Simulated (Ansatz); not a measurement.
**CsCl$_{3}$: density, localisation and related maps**

```
CELL_PARAMETERS angstrom
5.00749 0.00000 0.00000
0.00000 5.00749 0.00000
0.00000 0.00000 5.00749
ATOMIC_POSITIONS crystal
Cs 0.00000 0.00000 0.00000
Cl 0.00000 0.50000 0.50000
Cl 0.50000 0.00000 0.50000
Cl 0.50000 0.50000 0.00000
```

Space group Pm-3m; started from the Cu3Au (L1_2)_221 prototype, which need not be the ambient phase.

Theory: DFT PBE, scalar-relativistic, plane waves, PAW in Ansatz.

In a PAW calculation such maps are meaningful between the atoms, not at the nuclei.

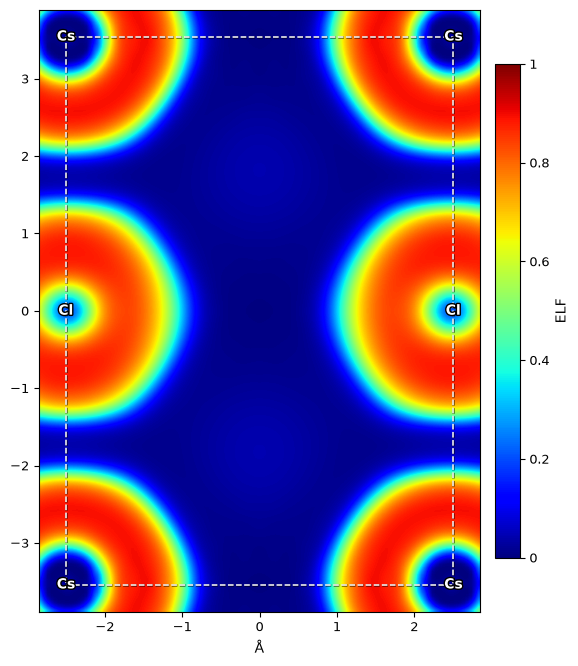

Figure 1. ELF on the (101) plane of the conventional cell.

**Interpret the plot.**

The plane passes through Cs and Cl nuclei. Cs–Cl (3.54 Å): the ELF is about 0.05 at the midpoint; no shared electron pair shows on this line. The features right at Cs lie inside the PAW spheres, where the map follows smoothed inner orbitals and isn't to be read closely.

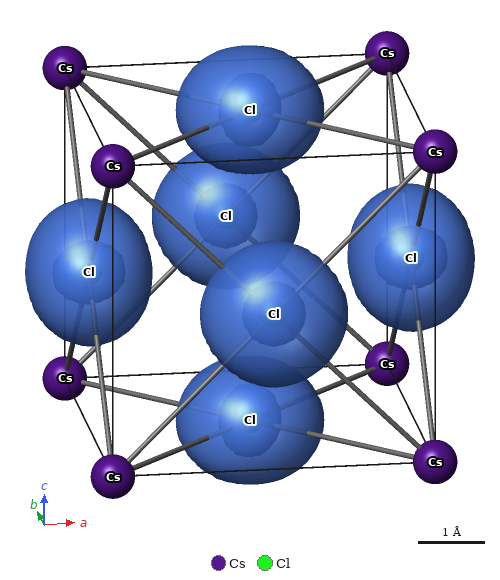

Figure 2. Isosurface of the electron localisation function at 0.8 (blue), seen at an oblique angle. Only the valence region is drawn (cores and ρ < 0.01 e/Å³ removed). Sticks mark near contacts.

**Identify the bonds, lone pairs and shells in this picture.**

At this value the surface marks out three regions wrapped around Cl (the valence shell of each), counted in one cell of 4 atoms. Any copies at cell faces, edges or corners count once.

**Does the calculation give a band gap?**

It is gapless in this calculation (a metal or semimetal).
